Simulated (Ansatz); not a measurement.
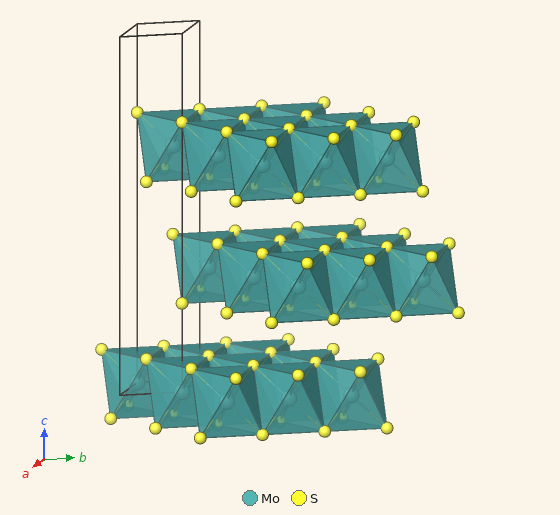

Polyhedra are drawn about Mo (bonds: Mo–S below 2.7 Å); other atoms are plain spheres.

MoS2 (space group R-3m, No. 166): the input geometry of an electronic-structure calculation (not necessarily at equilibrium); the starting structure was generated, so it need not be a known form of this composition.

Sharing among the drawn polyhedra:

| site | polyhedron | corner-sharing neighbours | edge-sharing | face-sharing | bond (Å) |
| --- | --- | --- | --- | --- | --- |
| Mo | MoS6 octahedron | 0 | 6 | 0 | 2.42 |

They form layers of edge-sharing octahedra parallel to (001).
